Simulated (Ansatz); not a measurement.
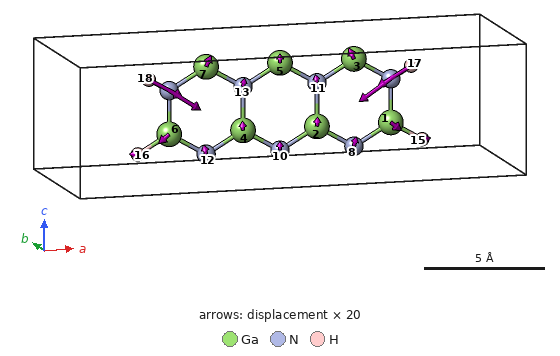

This is a relaxation of a wire of composition Ga7H4N7. The starting structure is drawn; purple arrows show the displacements, 20 times their true length.

Style: ball-and-stick. Shown: the cell of the calculation, with the vacuum cut short, slightly off an axis.

Case: armchair ribbon, 7 formula units a period, edges capped with H.

Method: DFT PBE, scalar-relativistic, plane waves, PAW (Ansatz 0.2.0).

Input file:
```yaml
crystal:
  lattice:
    - [21.4, 0.0, 0.0]
    - [0.0, 9.3, 0.0]
    - [0.0, 0.0, 5.5636504687]
  atoms:
    - { symbol: Ga, position: [0.72515246, 0.5, 0.3333333333] }
    - { symbol: Ga, position: [0.57505082, 0.5, 0.3333333333] }
    - { symbol: Ga, position: [0.65010164, 0.5, 0.8333333333] }
    - { symbol: Ga, position: [0.42494918, 0.5, 0.3333333333] }
    - { symbol: Ga, position: [0.5, 0.5, 0.8333333333] }
    - { symbol: Ga, position: [0.27484754, 0.5, 0.3333333333] }
    - { symbol: Ga, position: [0.34989836, 0.5, 0.8333333333] }
    - { symbol: "N", position: [0.65010164, 0.5, 0.1666666667] }
    - { symbol: "N", position: [0.72515246, 0.5, 0.6666666667] }
    - { symbol: "N", position: [0.5, 0.5, 0.1666666667] }
    - { symbol: "N", position: [0.57505082, 0.5, 0.6666666667] }
    - { symbol: "N", position: [0.34989836, 0.5, 0.1666666667] }
    - { symbol: "N", position: [0.42494918, 0.5, 0.6666666667] }
    - { symbol: "N", position: [0.27484754, 0.5, 0.6666666667] }
    - { symbol: H, position: [0.7886879686, 0.5, 0.1922389198] }
    - { symbol: H, position: [0.2113120314, 0.5, 0.1922389198] }
    - { symbol: H, position: [0.7664303063, 0.5, 0.7583331009] }
    - { symbol: H, position: [0.2335696937, 0.5, 0.7583331009] }
basis:
  ecutwfc: 420
kpoints:
  mp_grid: { grid: [1, 1, 6] }
hamiltonian:
  xc: pbe
scf:
  occupations: { method: gaussian, width: 0.05 }
output:
  forces: true
  stress: true
  eigenvalues: true
  populations: true
  write_density: true
  write_potential: true
  elf: true
  volumetric_format: npy
relax:
  adjacent_minimum: "off"
  f_tol: 0.02
  max_steps: 45
  cell: { fix: [a, b, alpha, beta, gamma], stress_tol: 0.03 }
```

Command:
```bash
ansatz run input.yaml --threads 4 --pin off --max-ram 11264MiB --backend cpu --events-out ev --progress --plain --runs-dir out
```

Question: Describe the change and its energy.

Answer: The energy falls by 86.0 meV per cell of the calculation in 3 accepted moves (4 points after the start). The largest force component goes from 0.59 to 0.011 eV/Å. At 1 point the geometry stayed and the basis and grid were re-selected for the new cell (energy shift of 0.7 meV per cell of the calculation at most each time). The largest moves relative to the centre of the atoms, 0.086 Å, are those of H17 and H18. Largest moves by element: H 0.086 Å, N 0.084 Å, Ga 0.032 Å. Along the periodic axis the drawn cell goes c 5.564 → 5.572 Å (+0.1 %). Some distances before and after: Ga1–N9 1.855 → 1.834 Å, Ga1–H15 1.570 → 1.556 Å, Ga3–N9 1.855 → 1.842 Å. Bond angles that change, for instance: Ga6–N14–Ga7 120.0° → 125.8°, N8–Ga1–N9 120.0° → 115.7°, N13–Ga7–N14 120.0° → 116.8°. Cost: 56 s on 4 threads of Intel(R) Xeon(R) Platinum 8375C CPU @ 2.90GHz (Ice Lake), on a shared host, peak memory 1.9 GiB.
